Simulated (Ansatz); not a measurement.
Si

The calculation's input:

```
crystal:
  lattice:
    - [-3.3012718576, 3.3012718576, 1.9083649472]
    - [3.3012718576, -3.3012718576, 1.9083649472]
    - [3.3012718576, 3.3012718576, -1.9083649472]
  atoms:
    - { symbol: Si, position: [0.1526428906, 0.1526428906, 0.3576866598] }
    - { symbol: Si, position: [0.8211566701, 0.8211566701, 0.6423133402] }
    - { symbol: Si, position: [0.1788433299, 0.8211566701, 0.0] }
    - { symbol: Si, position: [0.8211566701, 0.1788433299, 0.0] }
basis:
  ecutwfc: 420
kpoints:
  mp_grid: { grid: [10, 10, 10] }
hamiltonian:
  xc: lda
scf:
  occupations: { method: gaussian, width: 0.03 }
output:
  forces: true
  stress: true
  eigenvalues: true
  write_density: true
  write_potential: true
  elf: true
  volumetric_format: npy
```

Run with:

```sh
ansatz run input.yaml --threads 2 --pin off --max-ram 5120MiB --backend cpu --events-out ev --progress --plain --runs-dir out
```

Below, planes, directions and counts refer to the conventional cell (a = 3.82 Å, b = 9.34 Å, c = 5.04 Å, α = 90.00°, β = 112.23°, γ = 90.00°).

Space group Cm; a structure from a database of computed crystals, not necessarily the ambient phase; changed on purpose from its base cell (atom 1 (Si) moved by (+0.000, -0.100) A along x and z); not relaxed (largest force 1.3 eV/Å).

Method: DFT LDA, scalar-relativistic, plane waves, PAW in Ansatz.

The density is the valence pseudo-density of a PAW calculation; it isn't the true density close to the nuclei.

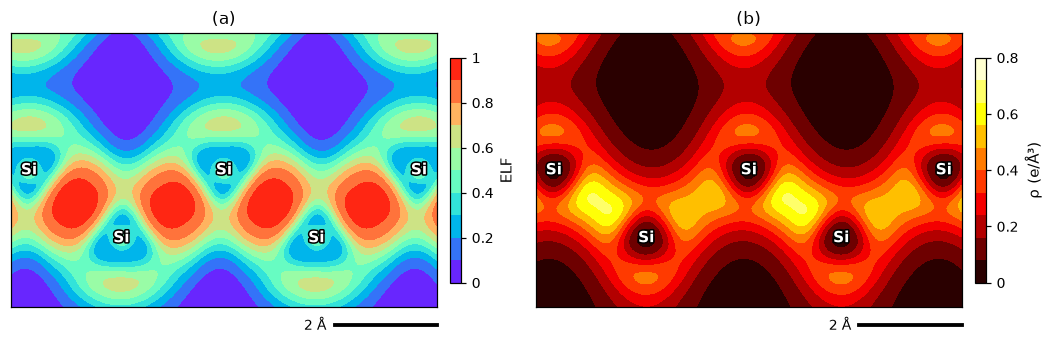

Figure 1. (a) ELF; (b) valence charge density (pseudo) on the (010) plane of the conventional cell.

> Read the bonding off the picture.

Atoms in the plane: Si.
Si–Si (2.24 Å): ρ is about 0.65 e/Å³ halfway; the ELF peaks at about 0.95 between the atoms, as expected for a shared electron pair.
Si–Si (2.41 Å): ρ at the midpoint is about 0.52 e/Å³; the ELF peaks at about 0.95 between the atoms; a covalent bond.
Between the atoms the lowest density in this plane is 0.02 e/Å³.

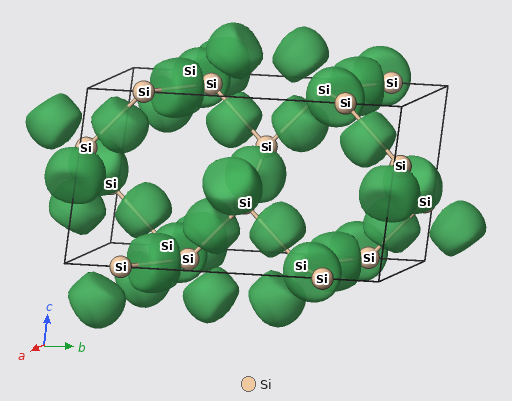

Figure 2. Isosurface of the electron localisation function at 0.7 (green), seen slightly off an axis. Only the valence region is drawn (cores and ρ < 0.01 e/Å³ removed). Sticks mark near contacts.

> What do the ELF domains correspond to?

At this value the surface marks out 16 regions between bonded Si–Si atoms (shared pairs), counted in one cell of 8 atoms. Any copies at cell faces, edges or corners count once.


 Si–Si (2.33 Å): the ELF peaks at about 0.95 between the atoms (a covalent bond).
